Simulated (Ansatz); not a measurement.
NaCl: several calculations on one system

**1. Vibrations**

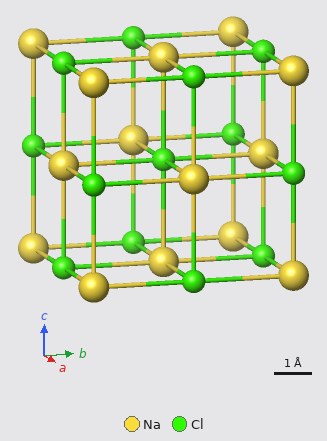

Normal modes of solid NaCl relaxed at −1 GPa, at the zone centre. The picture is a ball-and-stick view of the conventional cell (4 times the calculation's cell), seen slightly off an axis. Lengths and directions refer to the drawn axes.

All numbers below come from DFT PBE, scalar-relativistic, plane waves, PAW (Ansatz). Settings: plane-wave cutoff 420 eV; k-point mesh 8 × 8 × 8; occupations fixed; target pressure -1 GPa; no spin polarisation.

Frequencies are those without the non-analytic (LO–TO) term.

List the optical modes.

The calculation's cell holds 2 atoms, so there are 3 optical modes, in 1 level. The optical modes span T₁u. No level is unstable.

```
level  symmetry  frequency (cm⁻¹)         activity
    1       T₁u               132  infrared-active
```

The displacement patterns (one member of each degenerate set):

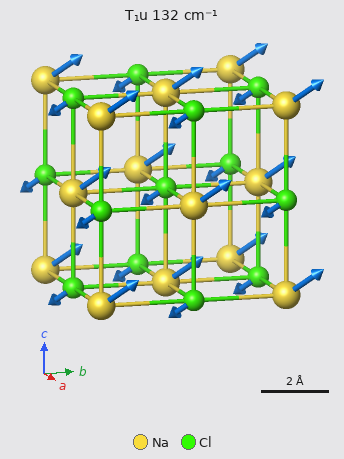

**2. Vibrations**

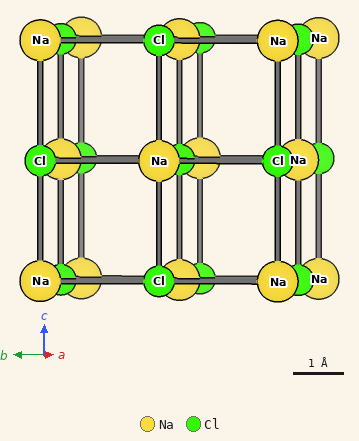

Phonons of solid NaCl relaxed at 30 GPa, space group Fm-3m (No. 225), at the zone centre. A ball-and-stick model of the conventional cell (4 times the calculation's cell), seen from a free direction. Lengths and directions refer to the drawn axes.

Method: Ansatz 0.2.0, DFT PBEsol, scalar-relativistic, plane waves, PAW.

The input:
```yaml
crystal:
  lattice:
    - [0.0, 2.4306419722, 2.4306419722]
    - [2.4306419722, 0.0, 2.4306419722]
    - [2.4306419722, 2.4306419722, 0.0]
  atoms:
    - { symbol: Na, position: [0.0, 0.0, 0.0] }
    - { symbol: Cl, position: [0.5, 0.5, 0.5] }
basis:
  ecutwfc: 420
kpoints:
  mp_grid: { grid: [8, 8, 8] }
hamiltonian:
  xc: pbesol
scf:
  occupations: { method: fixed }
output:
  eigenvalues: true
phonons:
  method: dfpt
  dielectric: true
  rigid_motions: translations
  eigenvectors: true
```

Command:
```bash
ansatz run input.yaml --threads 1 --pin off --max-ram 1228MiB --backend cpu --events-out ev --progress --plain --runs-dir out
```

Frequencies are those without the non-analytic (LO–TO) term.

Q: Give the spectrum at this point.

A: The calculation's cell holds 2 atoms, so there are 3 optical modes, in 1 level. The optical modes span T₁u. No level is unstable.

| level | symmetry | frequency (cm⁻¹) | activity |
| --- | --- | --- | --- |
| 1 | T₁u | 378 | infrared-active |

The modes drawn as arrows (one member of each degenerate set):

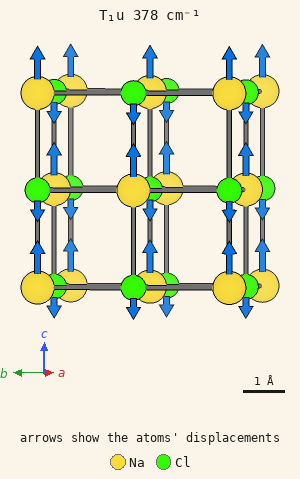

**3. Softest mode**

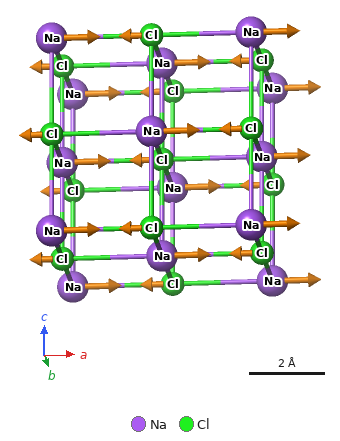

The lowest optical mode of solid NaCl relaxed at 1 GPa, space group Fm-3m (No. 225), at the zone centre. The orange arrows give the relative displacements of the atoms. The picture is a ball-and-stick view of the conventional cell (4 times the calculation's cell), seen from a free direction. Lengths and directions refer to the drawn axes.

Method: Ansatz 0.2.0, DFT LDA, scalar-relativistic, plane waves, PAW.

Input file:
```yaml
crystal:
  lattice:
    - [0.0, 2.7056451204, 2.7056451204]
    - [2.7056451204, 0.0, 2.7056451204]
    - [2.7056451204, 2.7056451204, 0.0]
  atoms:
    - { symbol: Na, position: [0.0, 0.0, 0.0] }
    - { symbol: Cl, position: [0.5, 0.5, 0.5] }
basis:
  ecutwfc: 420
kpoints:
  mp_grid: { grid: [8, 8, 8] }
hamiltonian:
  xc: lda
scf:
  occupations: { method: fixed }
output:
  eigenvalues: true
phonons:
  method: dfpt
  dielectric: true
  rigid_motions: translations
  eigenvectors: true
```

Launched with:
```bash
ansatz run input.yaml --threads 1 --pin off --max-ram 1228MiB --backend cpu --events-out ev --progress --plain --runs-dir out
```

Frequencies are those without the non-analytic (LO–TO) term.

Q: Is this crystal at a minimum with respect to the drawn distortion?

A: Yes: this softest mode has a real frequency, and so have all others here. That speaks for this wave vector alone: the rest of the zone wasn't checked in this run. This is the T₁u mode (triply degenerate; one member of the set is drawn) at 202 cm⁻¹, the only optical level, infrared-active by symmetry. The Na sublattice moves against the Cl sublattice, along a; it stretches the shortest Cl–Na bonds (2.71 Å); the kinetic energy is shared as Na 61 %, Cl 39 %. Its infrared intensity is 5.6 (D/Å)²/amu for the set. The value is the transverse one; the longitudinal partner lies at 279 cm⁻¹.
